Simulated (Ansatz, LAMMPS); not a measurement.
## Localised basis functions on amorphous Zn21Cd9Te14Se16 (60 atoms)

Wanted: errors and times of a linear-scaling basis for amorphous Zn21Cd9Te14Se16 (60 atoms). A setting counts as converged where the r.m.s. difference of forces stays under 1 % of the r.m.s. force.

Program: Ansatz 0.2.0. Level of theory: Kohn-Sham DFT, PBE, PAW (set soft_2, large core), plane waves. Results are calculated unless marked as measured.

## (1) Set-up

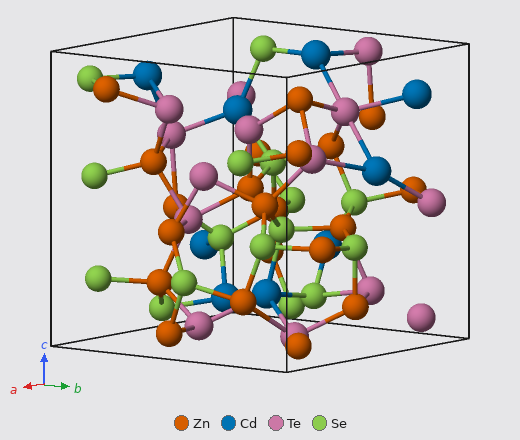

The cell as given, from a free direction (zinc orange, cadmium blue, tellurium pink, selenium green). Bonds to atoms that aren't drawn are left out.

The cell holds 60 atoms: 21 Zn, 9 Cd, 14 Te and 16 Se. Cell: a = 11.979 Å, b = 11.979 Å, c = 11.979 Å, α = 90.0°, β = 90.0°, γ = 90.0°. 60 atoms (21 Zn, 9 Cd, 14 Te, 16 Se) placed at random at 5.25 g/cm³, melted at 2500 K for 10 ps at fixed volume with the Stillinger-Weber II-VI potential (Zhou et al., Phys. Rev. B 88, 085309 (2013)). Quenched from 2500 K to 300 K at 10 K/ps and fixed volume, annealed at 900 K for 20 ps, held 5 ps, then minimised at fixed cell.

What the set-up can't give: The quench rate of 10 K/ps far exceeds what a furnace or splat quench reaches, so expect more defects and frozen-in strain than in a real sample. The starting topology of bonds comes from the classical model, and needn't be the one that DFT or experiment would give. Only the Γ point is sampled, in a cell whose shortest periodic width is 12 Å. No spin–orbit coupling is included, so levels derived from the heavy atoms are approximate.

## (2) The classical run that made the cell

A classical potential makes the cell, at a small fraction of what the same run would cost in DFT.

This step: classical MD, Stillinger-Weber II-VI potential (Zhou et al., Phys. Rev. B 88, 085309 (2013)) (LAMMPS 22 Jul 2025 - Update 4).

File in.lmp:

```
# melt-quench of Zn21Cd9Te14Se16
units metal
atom_style atomic
boundary p p p
region box block 0 11.9790 0 11.9790 0 11.9790
create_box 4 box
mass 1 65.3800   # Zn
mass 2 112.4140   # Cd
mass 3 127.6000   # Te
mass 4 78.9710   # Se
create_atoms 1 random 21 459439 NULL overlap 2.2 maxtry 2000
create_atoms 2 random 9 459446 NULL overlap 2.2 maxtry 2000
create_atoms 3 random 14 459453 NULL overlap 2.2 maxtry 2000
create_atoms 4 random 16 459460 NULL overlap 2.2 maxtry 2000
pair_style sw
pair_coeff * * CdTeZnSeHgS0.sw Zn Cd Te Se
neigh_modify delay 0 every 1 check yes
thermo_style custom step time temp pe press density
thermo_modify norm yes
timestep 0.001
thermo 100
min_style cg
minimize 1e-4 1e-4 200 2000
reset_timestep 0
velocity all create 2500 459440 mom yes dist gaussian
fix lim all nve/limit 0.05
fix lan all langevin 2500 2500 0.1 459441 zero yes
thermo 500
run 1000 post no
unfix lim
unfix lan
thermo 1666
fix md all nvt temp 2500 2500 0.1
run 10000 post no
# [... 17 lines left out ...]
thermo 2500
fix md all nvt temp 300 300 0.1
run 5000 post no
unfix md
thermo 100
min_style cg
minimize 0 1e-3 2000 20000
write_dump all custom glass.dump id type xs ys zs modify sort id
```

Launch:

```console
$ lmp -in in.lmp -log none -nocite
```

Numbers of over 12 decimals in the logs are rounded to 6 here.

The program printed:

```text
LAMMPS (22 Jul 2025 - Update 4)
Created orthogonal box = (0 0 0) to (11.979 11.979 11.979)
Created 21 atoms
Created 9 atoms
Created 14 atoms
Created 16 atoms
   Step          Time           Temp          PotEng         Press         Density
         0   0              0             -0.22988824     252439.74      5.2499879
        85   0.085          0             -1.8967861     -3358.944       5.2499879
Loop time of 0.0132038 s on 1 MPI rank(s) for 85 steps with 60 atoms
Minimization stats:
  Stopping criterion = energy tolerance
  Energy initial, next-to-last, final =
    -0.229888235261689  -1.89662773381692  -1.89678606921957
  Force two-norm initial, final = 64.089105 0.34578375
  Iterations, force evaluations = 85 115
   Step          Time           Temp          PotEng         Press         Density
         0   0              2500          -1.8967861      8488.2116      5.2499879
       500   0.5            2884.374      -1.5426139      39703.279      5.2499879
      1000   1              2499.5799     -1.52702        6250.3512      5.2499879
Loop time of 0.116874 s on 1 MPI rank(s) for 1000 steps with 60 atoms
   Step          Time           Temp          PotEng         Press         Density
      1000   1              2499.5799     -1.52702        6250.3517      5.2499879
[... 8 lines left out ...]
   Step          Time           Temp          PotEng         Press         Density
[... 12 lines left out ...]
Loop time of 23.1378 s on 1 MPI rank(s) for 220000 steps with 60 atoms
   Step          Time           Temp          PotEng         Press         Density
[... 4 lines left out ...]
Loop time of 0.460837 s on 1 MPI rank(s) for 5000 steps with 60 atoms
   Step          Time           Temp          PotEng         Press         Density
[... 8 lines left out ...]
Loop time of 1.91454 s on 1 MPI rank(s) for 20000 steps with 60 atoms
   Step          Time           Temp          PotEng         Press         Density
[... 4 lines left out ...]
Loop time of 0.937252 s on 1 MPI rank(s) for 10000 steps with 60 atoms
   Step          Time           Temp          PotEng         Press         Density
[... 2 lines left out ...]
    270000   270            315.63405     -2.1537912     -4745.2066      5.2499879
    271000   271            253.44668     -2.1614437     -5524.2639      5.2499879
Loop time of 0.461412 s on 1 MPI rank(s) for 5000 steps with 60 atoms
   Step          Time           Temp          PotEng         Press         Density
    271000   271            253.44668     -2.1614437     -5524.264       5.2499879
    271046   271.046        253.44668     -2.1956112     -5273.7         5.2499879
Loop time of 0.00873224 s on 1 MPI rank(s) for 46 steps with 60 atoms
Minimization stats:
  Stopping criterion = force tolerance
  Energy initial, next-to-last, final =
     -2.16144373708062  -2.19561119700627  -2.19561119854463
  Force two-norm initial, final = 6.2702813 0.00095749407
  Iterations, force evaluations = 46 92
```

Wall time 28 s (1 thread of Arm Neoverse V1, shared host); peak memory 0.071 GiB.

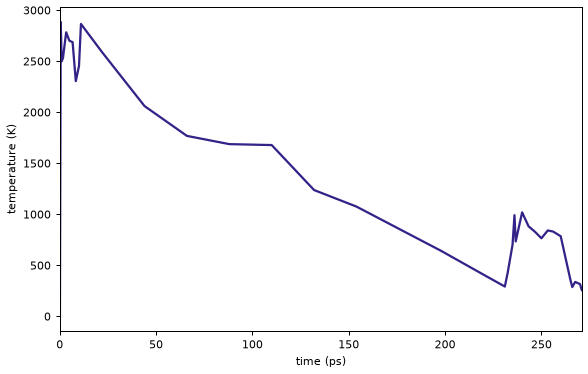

Temperature against time.

## (3) Plane-wave single point

The first run uses the default basis; a harder plane-wave run follows as the reference for the support functions.

File input.yaml:

```yaml
crystal:
  lattice:
    - [11.979, 0.0, 0.0]
    - [0.0, 11.979, 0.0]
    - [0.0, 0.0, 11.979]
  atoms:
    - { symbol: Zn, position: [0.68766, 0.22013, 0.2002] }
    - { symbol: Zn, position: [0.82504, 0.91618, 0.71492] }
    - { symbol: Zn, position: [0.5569, 0.7127, 0.8483] }
    - { symbol: Zn, position: [0.86704, 0.40751, 0.40801] }
    - { symbol: Zn, position: [0.4825, 0.13152, 0.42475] }
    - { symbol: Zn, position: [0.00732, 0.16292, 0.22628] }
    - { symbol: Zn, position: [0.87186, 0.71614, 0.19872] }
    - { symbol: Zn, position: [0.6971, 0.20061, 0.6088] }
    - { symbol: Zn, position: [0.04267, 0.79735, 0.49095] }
    - { symbol: Zn, position: [0.7646, 0.9691, 0.38562] }
    - { symbol: Zn, position: [0.39621, 0.77177, 0.40164] }
    - { symbol: Zn, position: [0.02143, 0.12118, 0.5539] }
    - { symbol: Zn, position: [0.21696, 0.58259, 0.64107] }
    - { symbol: Zn, position: [0.52596, 0.92508, 0.16124] }
    - { symbol: Zn, position: [0.50248, 0.46133, 0.52016] }
    - { symbol: Zn, position: [0.92769, 0.44542, 0.07398] }
    - { symbol: Zn, position: [0.83871, 0.92492, 0.06412] }
    - { symbol: Zn, position: [0.2138, 0.34135, 0.40507] }
    - { symbol: Zn, position: [0.00918, 0.59695, 0.71802] }
    - { symbol: Zn, position: [0.94297, 0.19091, 0.8819] }
    - { symbol: Zn, position: [0.71575, 0.68792, 0.50455] }
    - { symbol: Cd, position: [0.38138, 0.90282, 0.60311] }
    - { symbol: Cd, position: [0.25778, 0.54972, 0.95222] }
    - { symbol: Cd, position: [0.17671, 0.53522, 0.29606] }
    - { symbol: Cd, position: [0.39633, 0.27443, 0.11946] }
    - { symbol: Cd, position: [0.617, 0.11273, 0.8843] }
    - { symbol: Cd, position: [0.14188, 0.88904, 0.8349] }
    - { symbol: Cd, position: [0.19081, 0.02531, 0.25406] }
    - { symbol: Cd, position: [0.56189, 0.57553, 0.17859] }
    - { symbol: Cd, position: [0.30625, 0.25508, 0.74433] }
    - { symbol: Te, position: [0.57548, 0.5114, 0.73132] }
    - { symbol: Te, position: [0.02817, 0.59426, 0.942] }
    - { symbol: Te, position: [0.76016, 0.31577, 0.80419] }
    - { symbol: Te, position: [0.631, 0.82216, 0.66438] }
    - { symbol: Te, position: [0.32346, 0.83163, 0.18473] }
    - { symbol: Te, position: [0.65716, 0.76851, 0.06183] }
    - { symbol: Te, position: [0.70812, 0.40236, 0.07129] }
    - { symbol: Te, position: [0.11235, 0.12004, 0.7591] }
    - { symbol: Te, position: [0.32784, 0.72815, 0.78285] }
    - { symbol: Te, position: [0.16966, 0.97308, 0.47756] }
    - { symbol: Te, position: [0.64432, 0.30765, 0.41644] }
    - { symbol: Te, position: [0.48516, 0.11274, 0.66929] }
    - { symbol: Te, position: [0.83245, 0.51812, 0.60264] }
    - { symbol: Te, position: [0.05206, 0.8375, 0.06257] }
    - { symbol: Se, position: [0.33404, 0.59953, 0.14765] }
    - { symbol: Se, position: [0.81757, 0.02486, 0.88887] }
    - { symbol: Se, position: [0.54541, 0.11919, 0.08854] }
    - { symbol: Se, position: [0.02165, 0.26581, 0.40744] }
    - { symbol: Se, position: [0.82958, 0.05261, 0.56314] }
    - { symbol: Se, position: [0.99623, 0.80104, 0.69178] }
    - { symbol: Se, position: [0.5554, 0.94437, 0.36713] }
    - { symbol: Se, position: [0.5458, 0.62667, 0.39912] }
    - { symbol: Se, position: [0.03161, 0.27161, 0.05059] }
    - { symbol: Se, position: [0.8274, 0.0668, 0.21555] }
    - { symbol: Se, position: [0.85689, 0.78858, 0.39126] }
    - { symbol: Se, position: [0.32193, 0.19616, 0.30752] }
    - { symbol: Se, position: [0.30719, 0.40562, 0.5794] }
    - { symbol: Se, position: [0.95549, 0.53015, 0.25632] }
    - { symbol: Se, position: [0.20995, 0.67583, 0.45738] }
    - { symbol: Se, position: [0.26232, 0.3301, 0.9541] }
kpoints:
  mp_grid: { grid: [1, 1, 1] }
hamiltonian:
  xc: pbe
  pseudopotentials: { kind: paw, core: large }
scf:
  occupations: { method: fermi_dirac, width: 0.05 }
output:
  forces: true
  stress: true
  populations: true
  dos:
    method: { smearing: { sigma: 0.1 } }
    de: 0.1
    projected: { site_lists: { Cd: [Cd], Se: [Se], Te: [Te], Zn: [Zn] } }
  eigenvalues: true
  write_density: true
  write_potential: true
  volumetric_format: npy
```

Launch:

```console
$ ansatz run input.yaml --threads 4 --pin off --max-ram 8192MiB --backend cpu --events-out ev --progress --plain --runs-dir out
```

The program printed:

```text
Engine: ansatz 0.2.0, aarch64-unknown-linux-gnu
Pseudopotentials: kind: paw
Pseudopotential: Zn, paw, valence charge 12, recommended cutoff 420 eV (normal), Zn.paw.azcp
Pseudopotential: Cd, paw, valence charge 20, recommended cutoff 420 eV (normal), Cd.paw.azcp
Pseudopotential: Te, paw, valence charge 6, recommended cutoff 420 eV (normal), Te.paw.azcp#standard-large-core
Pseudopotential: Se, paw, valence charge 6, recommended cutoff 420 eV (normal), Se.paw.azcp#standard-large-core
[... 5 lines on functional and potentials left out ...]
Crystal: 60 atoms, lattice volume = 1718.944 Å³
Basis set: ecut = 420 eV, 33401 PW (Γ), exchange–correlation on 162×162×162 points (8 copies of the dense FFT grid, shifted against one another)
Bands: 368, of which v1, the nominal top of the filled ones, is band 306 counted from 1 (305 counted from 0)
Symmetry: 1 space group operations
Space group: P1 (ITA 1), of the structure as read, at distance tolerance 1.2e-4 Å
k-points: 1
[... 9 lines on functional and potentials left out ...]
Initial density: superposition of atomic densities (chi_scale 0.1, normalization cell, long waves kept (reshape's long-wave potential 0.29 eV rms))
Initial wavefunctions: pseudopotential atomic-orbital guess
Functional: x = pbe(κ = 0.804, μ = 0.219515), c = pbe(β = 0.066725)
SCF iter   1: F=—  HF=-254493.793775 eV  |F-HF|=—  |Δ(HF+E_count)|=         —  Δρ=2.46e-2  dr2=2.72e1  ethr=3.10e-3  ⟨swp⟩=8.0  Hψ=1556  notcnv=0  defer=44
preconditioner: auto → LDOS  [insulator: Δε(μ)=0.203 eV  Ē_g=9.619 eV  σ=0.050 eV  W_gap=0.77  n_scr=364 (ndim 8)  ℏωp=20.8 eV  f_vac=0.062  D(μ)=9.21/eV (n_scr^D=26)  ε∞_Penn≈5.7  β→1.0]
SCF iter   2: F=—  HF=-254495.432983 eV  |F-HF|=—  |Δ(HF+E_count)|=    1.64e0  Δρ=2.13e-2  dr2=4.27e1  ethr=3.10e-3  ⟨swp⟩=4.0  Hψ=709  notcnv=0  defer=48
SCF iter   3: F=—  HF=-254489.635272 eV  |F-HF|=—  |Δ(HF+E_count)|=    5.80e0  Δρ=4.19e-3  dr2=8.97e-1  ethr=3.10e-3  ⟨swp⟩=4.0  Hψ=1015  notcnv=0  defer=48
SCF iter   4: F=—  HF=-254489.477023 eV  |F-HF|=—  |Δ(HF+E_count)|=   1.58e-1  Δρ=1.84e-3  dr2=9.16e-2  ethr=1.47e-4  ⟨swp⟩=3.0  Hψ=678  notcnv=0  defer=48
SCF iter   5: F=—  HF=-254489.463397 eV  |F-HF|=—  |Δ(HF+E_count)|=   1.36e-2  Δρ=9.54e-4  dr2=2.59e-2  ethr=1.50e-5  ⟨swp⟩=2.0  Hψ=561  notcnv=0  defer=48
SCF iter   6: F=—  HF=-254489.460194 eV  |F-HF|=—  |Δ(HF+E_count)|=   3.20e-3  Δρ=5.31e-4  dr2=1.14e-2  ethr=4.23e-6  ⟨swp⟩=3.0  Hψ=514  notcnv=0  defer=48
SCF iter   7: F=—  HF=-254489.459114 eV  |F-HF|=—  |Δ(HF+E_count)|=   1.08e-3  Δρ=3.15e-4  dr2=6.32e-3  ethr=1.87e-6  ⟨swp⟩=3.0  Hψ=679  notcnv=0  defer=48
SCF iter   8: F=—  HF=-254489.458475 eV  |F-HF|=—  |Δ(HF+E_count)|=   6.39e-4  Δρ=1.95e-4  dr2=2.50e-3  ethr=1.03e-6  ⟨swp⟩=2.0  Hψ=460  notcnv=0  defer=48
SCF iter   9: F=—  HF=-254489.458088 eV  |F-HF|=—  |Δ(HF+E_count)|=   3.87e-4  Δρ=1.05e-4  dr2=5.16e-4  ethr=4.08e-7  ⟨swp⟩=2.0  Hψ=563  notcnv=0  defer=48
SCF iter  10: F=—  HF=-254489.458193 eV  |F-HF|=—  |Δ(HF+E_count)|=   1.05e-4  Δρ=5.81e-5  dr2=1.35e-4  ethr=8.43e-8  ⟨swp⟩=3.0  Hψ=563  notcnv=0  defer=48
SCF iter  11: F=—  HF=-254489.458183 eV  |F-HF|=—  |Δ(HF+E_count)|=   1.02e-5  Δρ=2.63e-5  dr2=2.59e-5  ethr=2.21e-8  ⟨swp⟩=2.0  Hψ=615  notcnv=0  defer=48
SCF iter  12: F=—  HF=-254489.460050 eV  |F-HF|=—  |Δ(HF+E_count)|=   1.87e-3  Δρ=1.43e-5  dr2=7.18e-6  ethr=4.24e-9  ⟨swp⟩=2.0  Hψ=565  notcnv=0  defer=48
SCF iter  13: F=—  HF=-254489.460050 eV  |F-HF|=—  |Δ(HF+E_count)|=   5.30e-7  Δρ=8.34e-6  dr2=2.44e-6  ethr=1.17e-9  ⟨swp⟩=3.0  Hψ=565  notcnv=0  defer=48
SCF iter  14: F=—  HF=-254489.460049 eV  |F-HF|=—  |Δ(HF+E_count)|=   1.12e-7  Δρ=5.18e-6  dr2=7.61e-7  ethr=3.98e-10  ⟨swp⟩=2.0  Hψ=562  notcnv=0  defer=48
SCF iter  15: F=—  HF=-254489.460049 eV  |F-HF|=—  |Δ(HF+E_count)|=   1.14e-7  Δρ=2.33e-6  dr2=2.20e-7  ethr=1.24e-10  ⟨swp⟩=3.0  Hψ=772  notcnv=0  defer=48
SCF iter  16: F=-254489.460049 eV  HF=-254489.460049 eV  |F-HF|=5.04e-8  |Δ(HF+E_count)|=   7.39e-9  Δρ=1.36e-6  dr2=6.85e-8  ethr=1.63e-11  ⟨swp⟩=21.0  Hψ=3767  notcnv=0
SCF 1 converged in 16 iterations: F = -254489.460049 eV  dr2 = 6.85e-8
  greatest PAW one-centre occupation: 1.000 electrons in one spin orbital (limit 2), on the Cd atom at site 27 (counted from 0), in its partial waves of l = 0
SCF converged after 16 iterations
Free energy (F): -254489.460049 eV
Harris-Foulkes:  -254489.460049 eV  (|F-HF|=5.04e-8)
Internal energy: -254489.294762 eV  (E = F + TS)
E sigma→0 (E₀):  -254489.377406 eV
Entropy (-TS):   -0.165287 eV (-2.755 meV/atom)
Fermi energy:    5.881958 eV
--- Per-component energies (eV) ---
  E_band       = -5260.927118
  E_kinetic    = 9814.545203
  E_local      = -89953.156905  (includes V_loc(G=0)·N_el)
  E_nonlocal   = 14589.487628
  E_hartree    = 39578.014424
  E_xc         = -12441.669873
  E_vxc        = -5505.568657  (∫ρ·V_xc dr)
  E_paw        = -172539.411324  (= ΣΔE_a)
  E_vpaw       = -13362.273123  (= ΣTr[D̂ρ^β])
  E_aug_tail   = -0.007479  (compensation charges beyond the density's cutoff)
  E_ewald      = -43537.096436
  E_smearing   = -0.165287  (= −TS)
  E_closure    = 0.000000  (closes the sum)
  Σ components = -254489.460049   (vs F -254489.460049, Δ=0.00e0)
--- Forces (eV/Å), atoms counted from 1 ---
  atom   1  Zn     0.33498579     0.29662592    -0.23933833
  atom   2  Zn    -0.02760341    -0.26379465     0.00485155
  atom   3  Zn     0.11530288    -0.08788576    -0.33954554
  atom   4  Zn     0.12612498     0.29212471     0.30752748
  atom   5  Zn     0.19411431    -0.13019676    -0.18297811
  atom   6  Zn    -0.14453949     0.30640272    -0.49134650
  atom   7  Zn     0.22397181     0.04058582     0.02384735
  atom   8  Zn     0.19222206     0.33641829     0.41596618
  atom   9  Zn    -0.10087846     0.05845432    -0.01737168
  atom  10  Zn    -0.13313313     0.07925269     0.04230579
  atom  11  Zn    -0.06831616     0.00235282    -0.55738949
  atom  12  Zn     0.16578053    -0.14632482     0.18982411
  atom  13  Zn    -0.09107375    -0.13663468     0.09410880
  atom  14  Zn    -0.21031088    -0.10751683     0.16229754
[...]
atom  59  Se    -0.08651794     0.25820738     0.23757789
  atom  60  Se     0.96524666     0.14935544    -0.39561100
  max |Σ_I F_I| component: 1.54e-5 eV/Å
--- Stress (GPa, compression-positive) ---
       -0.239304       0.211468      -0.312117
        0.211468       1.475581      -0.112140
       -0.312117      -0.112140      -0.002703
  P = ⅓ Tr σ = 0.4112 GPa (4.112 kbar)
--- Band table (eV) ---
  k-point 0: bands = ["-97.0990", "-97.0585", "-96.9935", "-96.9076", [... 352 levels ...], "10.1788", "10.1798", "10.2404", "10.3164", "10.3492", "10.4128", "10.4527", "10.5107", "10.5237", "10.5972", "10.6432", "10.6694"]
--- Löwdin populations: 60 sites ---
  site symbol       q [e]
     0     Zn     10.8425
     1     Zn     10.7769
     2     Zn     10.9804
[...]
59     Se      6.8787
  spilling = 0.010908 (of n_electrons = 612.000000)
```

Elapsed: 51 s, on 4 threads of Arm Neoverse V1, shared host; peak memory 2.2 GiB; 3.1 min of CPU time.

The program notes that potentials were chosen by core size.

The run gave:

```
free energy                             : -254489.4600 eV
free energy per atom                    : -4241.4910 eV/atom
SCF cycles                              : 16
pressure                                : 0.4112 GPa
r.m.s. force component                  : 0.3014 eV/Å
longest force                           : 1.146 eV/Å
Fermi energy                            : 5.882 eV
levels partly filled by over 2 per cent : 3
spilling of the projection              : 0.01091
```

The r.m.s. force component of 0.30 eV/Å sets the scale for the differences below.

## (4) Plane waves at 750 eV (750 eV)

A harder cutoff gives the support functions a reference with less basis error.

input.yaml, the sections that differ from step 3:

```yaml
output:
  forces: true
  eigenvalues: true
basis:
  ecutwfc: "750 eV"
# crystal, kpoints, hamiltonian, scf: as in step 3
```

The program printed:

```text
[...]
Crystal: 60 atoms, lattice volume = 1718.944 Å³
Basis set: ecut = 750 eV, 80269 PW (Γ), exchange–correlation on 216×216×216 points (8 copies of the dense FFT grid, shifted against one another)
Bands: 368, of which v1, the nominal top of the filled ones, is band 306 counted from 1 (305 counted from 0)
Symmetry: 1 space group operations
[...]
k-points: 1
[...]
SCF iter   1: F=—  HF=-254493.901347 eV  |F-HF|=—  |Δ(HF+E_count)|=         —  Δρ=2.47e-2  dr2=2.71e1  ethr=3.10e-3  ⟨swp⟩=8.0  Hψ=1579  notcnv=0  defer=31
[...]
SCF iter  15: F=—  HF=-254489.566695 eV  |F-HF|=—  |Δ(HF+E_count)|=   6.03e-8  Δρ=2.36e-6  dr2=2.70e-7  ethr=1.67e-10  ⟨swp⟩=2.0  Hψ=567  notcnv=0  defer=48
SCF iter  16: F=-254489.566695 eV  HF=-254489.566695 eV  |F-HF|=8.30e-8  |Δ(HF+E_count)|=   1.54e-9  Δρ=1.65e-6  dr2=8.49e-8  ethr=1.63e-11  ⟨swp⟩=17.0  Hψ=2628  notcnv=0
SCF 1 converged in 16 iterations: F = -254489.566695 eV  dr2 = 8.49e-8
[...]
SCF converged after 16 iterations
Free energy (F): -254489.566695 eV
[...]
Internal energy: -254489.401428 eV  (E = F + TS)
E sigma→0 (E₀):  -254489.484061 eV
Entropy (-TS):   -0.165266 eV (-2.754 meV/atom)
Fermi energy:    5.881318 eV
[...]
Σ components = -254489.566695   (vs F -254489.566695, Δ=0.00e0)
--- Forces (eV/Å), atoms counted from 1 ---
  atom   1  Zn     0.33483701     0.29623462    -0.24005516
  atom   2  Zn    -0.02760817    -0.26345021     0.00481720
  atom   3  Zn     0.11535874    -0.08799808    -0.34082514
  atom   4  Zn     0.12700421     0.29229398     0.30776228
[...]
atom  60  Se     0.96544805     0.14945181    -0.39567292
  max |Σ_I F_I| component: 2.64e-5 eV/Å
--- Band table (eV) ---
[...]
```

Run time: 71 s. Hardware: 4 threads; peak memory 4.4 GiB; 4.6 min of CPU time.

Forces differ from the reference by 0.46 meV/Å r.m.s., 0.15 % of their size, well within a tolerance of 1 %; the energy by -1.8 meV/atom.

(Part 1 of 3 ends here.)

[Logs are printed without paths, hosts, clocks, repeated set-up lines and the standing remarks that a program may print on its own settings, such as how far it seeks lower states.]

[Hosts, paths, dates, database ids (printed as entryN), source tags and the programs' standing remarks are cut or masked in the printed files.]
